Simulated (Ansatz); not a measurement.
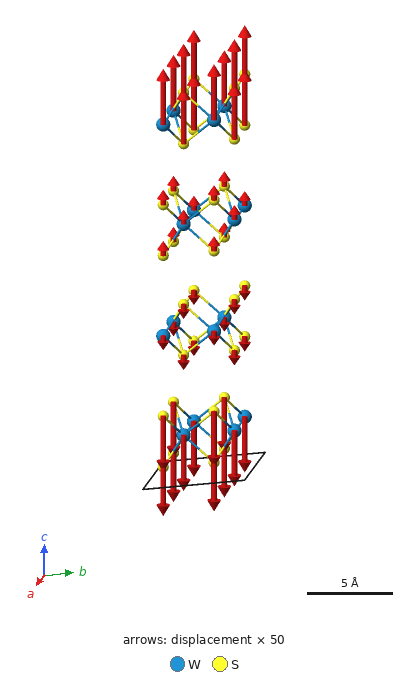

A relaxation of solid WS₂ (set up in P-3m1). The starting structure is drawn; red arrows show the displacements, magnified 50 times.

Style: ball-and-stick. Shown: the 2 × 2 repeat of the cell, outlined in the plane, without the vacuum, slightly off an axis.

These are results of DFT r2SCAN, scalar-relativistic, plane waves, PAW (Ansatz), not measurements.

Input
```yaml
crystal:
  lattice:
    - [3.1831225544, 0.0, 0.0]
    - [-1.5915612772, 2.7566649955, 0.0]
    - [0.0, 0.0, 35.1805582101]
  atoms:
    - { symbol: W, position: [0.66666667, 0.33333333, 0.40768339] }
    - { symbol: W, position: [0.66666667, 0.33333333, 0.7766] }
    - { symbol: W, position: [0.33333333, 0.66666667, 0.2234] }
    - { symbol: W, position: [0.33333333, 0.66666667, 0.59231661] }
    - { symbol: S, position: [0.66666667, 0.33333333, 0.17885036] }
    - { symbol: S, position: [0.66666667, 0.33333333, 0.54797631] }
    - { symbol: S, position: [0.33333333, 0.66666667, 0.36337893] }
    - { symbol: S, position: [0.33333333, 0.66666667, 0.73225816] }
    - { symbol: S, position: [0.66666667, 0.33333333, 0.26774184] }
    - { symbol: S, position: [0.66666667, 0.33333333, 0.63662107] }
    - { symbol: S, position: [0.33333333, 0.66666667, 0.45202369] }
    - { symbol: S, position: [0.33333333, 0.66666667, 0.82114964] }
basis:
  ecutwfc: 500
kpoints:
  mp_grid: { grid: [12, 12, 1] }
hamiltonian:
  xc: r2scan
scf:
  occupations: { method: gaussian, width: 0.02 }
output:
  forces: true
  stress: true
  eigenvalues: true
  write_density: true
  write_potential: true
  elf: true
  volumetric_format: npy
relax:
  adjacent_minimum: "off"
  f_tol: 0.005
  max_steps: 80
  cell: { stress_tol: 0.05 }
```

Command:
```bash
ansatz run input.yaml --threads 2 --pin off --max-ram 5120MiB --backend cpu --events-out ev --progress --plain --runs-dir out
```

Question: What did the optimiser do to the structure, and how much energy did it gain?

Answer: The energy falls by 0.2 meV per atom in 3 accepted moves (4 points after the start). The largest force component goes from 0.17 to 0.0032 eV/Å. At 1 point the geometry stayed and the basis and grid were re-selected for the new cell (energy shift of less than 0.05 meV per atom at most each time). The largest moves relative to the layer's centre, 0.069 Å, are those of W2, W3, S8 and S9. S8 goes along the normal (+c). By element the largest moves are S 0.069 Å, W 0.068 Å. In the plane the drawn cell goes a 6.366 → 6.363 Å (0.0 %), b 6.366 → 6.363 Å (0.0 %). Some distances before and after: W2–S12 2.415 → 2.409 Å. The space group stays P-3m1 (No. 164).

Limits of the set-up: layers or molecules are held without a dispersion correction, so their spacing is unreliable.
